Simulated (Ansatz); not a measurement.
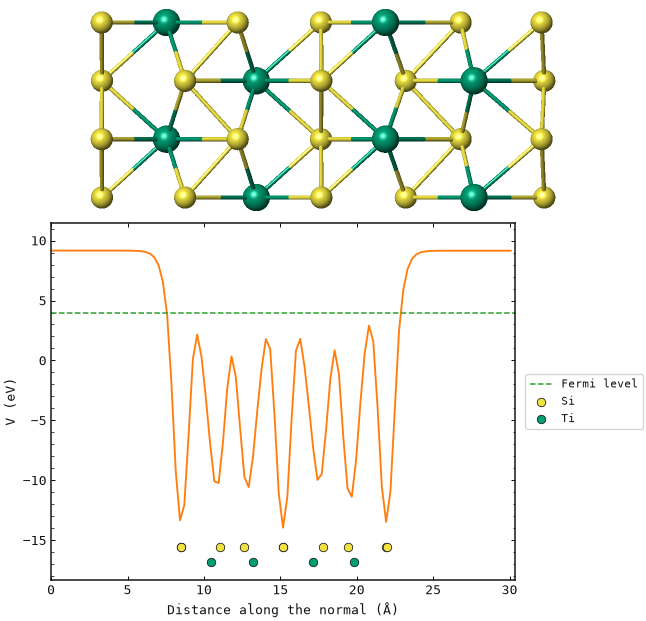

Plane-averaged electrostatic potential energy of an electron across the slab; circles at the bottom mark the heights of the atoms (positions after relaxation). The structure is drawn too.

Calculation on a (010) slab cut from TiSi₂ (Cmcm), of composition Ti₂Si₅ (not the bulk's), ended by Si planes, 14 atoms in the cell.

Ansatz 0.2.0; DFT PBEsol, scalar-relativistic, plane waves, PAW, no spin polarisation, 8×8×1 k mesh, 420 eV cutoff.

Read off the work function of each face.

Answer. The work function is 5.20 eV, the same on both faces. The two vacuum levels agree, so the slab has no net dipole along its normal.

How thick are slab and vacuum?

Answer. The outermost atoms are 13.5 Å apart, which leaves 16.9 Å of vacuum in a cell 30.4 Å high.
